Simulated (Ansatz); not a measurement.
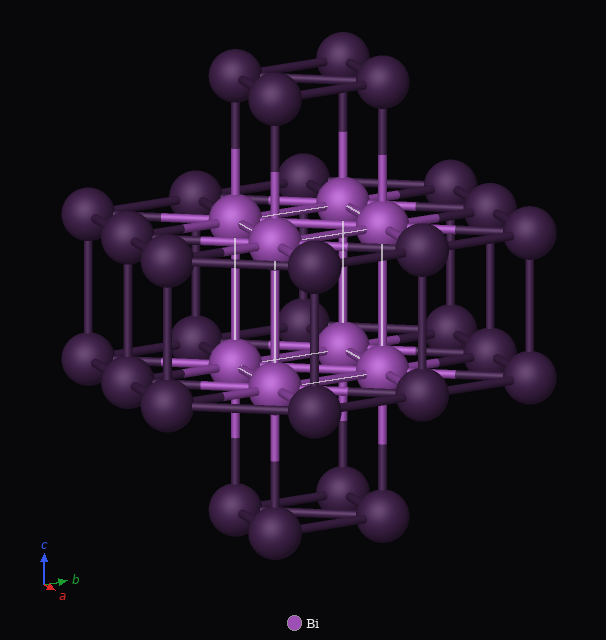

Drawn in the ball-and-stick manner and seen slightly off an axis. The edges of the conventional unit cell are marked. Neighbours across the faces are drawn wherever a bond reaches them, in fainter colours.

Bi, simple hexagonal, space group P6/mmm (No. 191), a = 3.434 Å, b = 3.434 Å, c = 3.304 Å, α = 90.00°, β = 90.00°, γ = 120.00°. The initial geometry was a random cell made by a generator, so it need not be a real form of the element. Earlier steps of the study may have refined or changed the cell and positions. An electronic-structure calculation with Ansatz was run on it.

This one geometry was computed with Ansatz (DFT, plane waves, PAW) at three levels of theory: LDA, PBE with spin-orbit coupling and PBE.

> Which level gives the highest pressure at this volume, and what does that say about its equilibrium volume?

Highest: PBE with spin-orbit coupling (1.3 GPa), which points to the largest equilibrium volume. Lowest, with the smallest volume: LDA (-3.7 GPa). Levels within 0.5 GPa of each other can't be told apart.

> How does the band gap change with the level of theory?

All levels give a metal.

> Collect the results in a table.

| level | cutoff (eV) | k-mesh of the run's cell | gap (eV) | pressure (GPa) |
| --- | --- | --- | --- | --- |
| LDA | 420 | 18×18×16 | metal | -3.7 |
| PBE with spin-orbit coupling | 420 | 18×18×16 | metal | 1.3 |
| PBE | 420 | 18×18×16 | metal | 0.0 |

Gaps are taken on the k-mesh or band path of each run.
